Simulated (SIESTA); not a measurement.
System: FeS₂, space group Pa-3 (No. 205).

Structure:
```
Fe S
1.0
     5.41780    0.00000    0.00000
     0.00000    5.41780    0.00000
     0.00000    0.00000    5.41780
Fe S
4 8
Direct
  0.00000 0.50000 0.50000
  0.50000 0.50000 0.00000
  0.50000 0.00000 0.50000
  0.00000 0.00000 0.00000
  0.38482 0.11518 0.88482
  0.11518 0.88482 0.38482
  0.88482 0.38482 0.11518
  0.61518 0.61518 0.61518
  0.61518 0.88482 0.11518
  0.88482 0.11518 0.61518
  0.11518 0.61518 0.88482
  0.38482 0.38482 0.38482
```

Computed with SIESTA 5.4.2: DFT in numerical atomic orbitals with pseudopotentials, collinear spins; energies at scaled volumes of the given cell, shape and fractions fixed, counted from the fit's minimum, third-order Birch-Murnaghan fit. Level: LDA, collinear spin.

```
         setting                                                                     value
          k mesh                                                                     4×4×4
     occupations                                                               Fermi–Dirac
  smearing width                                                                   0.05 eV
      potentials  PseudoDojo 0.4 standard, converted to PSML, two zetas on semicore shells
program settings                                             basis DZP, mesh cutoff 800 Ry
```

Predict the energy and pressure against volume. The volume takes the values 12.46, 12.72, 12.99, 13.25, 13.52, 13.78, 14.05 Å³/atom.

A third-order Birch–Murnaghan fit gives V0 = 12.50 Å³/atom, B0 = 194 GPa and B′ = 4.7. The energy rises from 0.09 meV/atom at volume 12.46 Å³/atom to 93.06 meV/atom at 14.05 Å³/atom. The pressure falls from 0.67 GPa at volume 12.46 Å³/atom to −17.25 GPa at 14.05 Å³/atom, and changes sign near 12.50 Å³/atom.

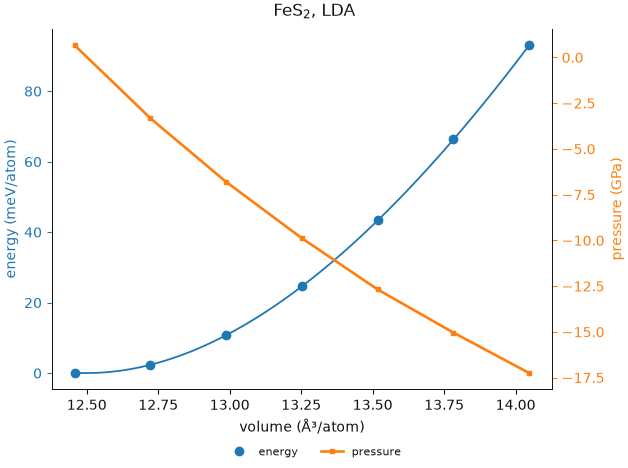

Caveats: the fit and the printed pressures don't fully agree, or the minimum lies near the end of the range; mulliken charges of long orbitals; short basis over semicore shells; shape and atomic fractions are frozen while scaling, which makes layered, chain and framework solids too stiff.
